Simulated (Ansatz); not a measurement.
Structure of Ni:

```cif
data_structure
_symmetry_space_group_name_H-M 'P 1'
_symmetry_Int_Tables_number 1
_cell_length_a 5.1458
_cell_length_b 5.1458
_cell_length_c 5.1458
_cell_angle_alpha 90.000
_cell_angle_beta 90.000
_cell_angle_gamma 90.000
_cell_volume 136.26
loop_
_atom_site_label
_atom_site_type_symbol
_atom_site_fract_x
_atom_site_fract_y
_atom_site_fract_z
_atom_site_occupancy
Ni1 Ni 0.75000 0.75000 0.75000 1
Ni2 Ni 0.00000 0.50000 0.00000 1
Ni3 Ni 0.75000 0.25000 0.25000 1
Ni4 Ni 0.00000 0.00000 0.50000 1
Ni5 Ni 0.25000 0.75000 0.25000 1
Ni6 Ni 0.50000 0.50000 0.50000 1
Ni7 Ni 0.25000 0.25000 0.75000 1
Ni8 Ni 0.50000 0.00000 0.00000 1
```

It is based on the input geometry of an electronic-structure calculation (not necessarily at equilibrium); the starting structure was generated, so it need not be a known form of this composition.

Which powder rings are expected with 80 kV electrons? List the innermost 5, leaving out those under 3 % of the strongest.

Answer.
```
ring     radius  d (Å)  hkl
   1  3.37 nm⁻¹   2.97  111
   2  5.50 nm⁻¹  1.819  220
   3  6.45 nm⁻¹  1.552  311
   4  7.77 nm⁻¹  1.286  400
   5  8.47 nm⁻¹  1.181  331
```

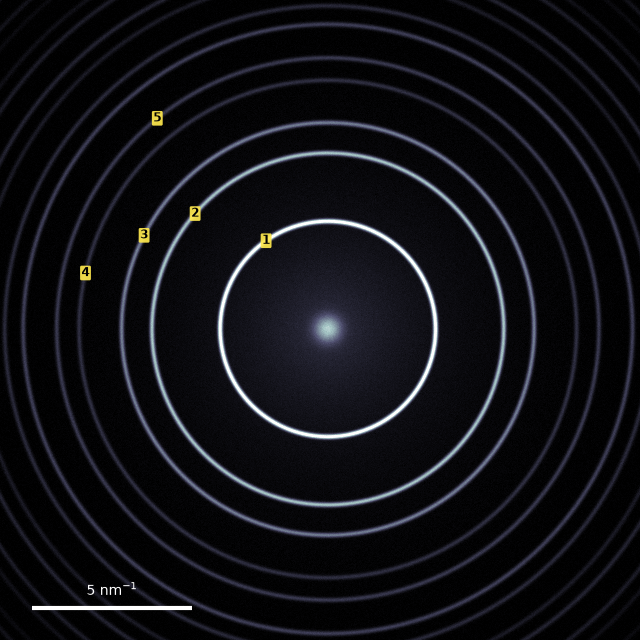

Simulated electron diffraction rings at 80 kV (λ = 0.0418 Å), scale in nm⁻¹ (radius = 1/d), for a fine-grained powder without texture. Kinematic intensities with B = 0.5 Å² for all atoms, without multiple scattering; brightness goes as intensity to the power 0.6, clipped at the top, with counting noise. Reflections closer than the ring width show as one ring. The numbers mark the rings of the table.
